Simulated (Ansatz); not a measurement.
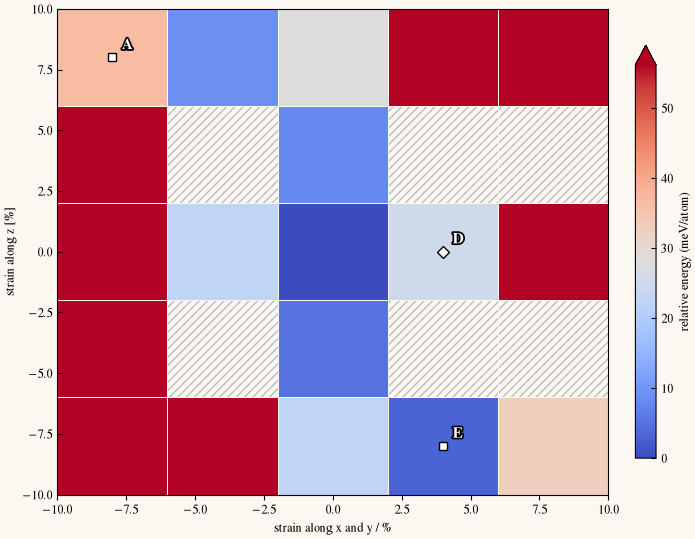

CaSe (F-43m, No. 216; 2 atoms in the cell). 
- The cell is strained homogeneously, by one strain along x and y and another along z, with fractional coordinates fixed (x, y and z along the cube axes).
- The first coordinate is: strain along x and y; the second: strain along z.
- Grid: 5 × 5 points. At 6 points there is no value.
- All energies are given in meV/atom relative to the lowest grid point.
- The reference cell is the one listed in the database, not relaxed at this level.
- Computed with DFT PBE, scalar-relativistic, plane waves, PAW in Ansatz 0.2.0. Settings: cutoff 420 eV, k-mesh 6×6×6, gaussian smearing 0.05 eV, no spin polarisation.

Drawn: one coloured cell a grid point, one colour for all values above the top of the scale, hatched blanks where no value was computed, lettered points.

### Is D the lowest point of the computed grid?

No. D lies 25 meV/atom above the lowest grid point, which is at strain along x and y = 0 %, strain along z = 0 %.

### Rank the lettered points by energy, lowest first.

E (3.3 meV/atom), D (25 meV/atom), A (37 meV/atom).
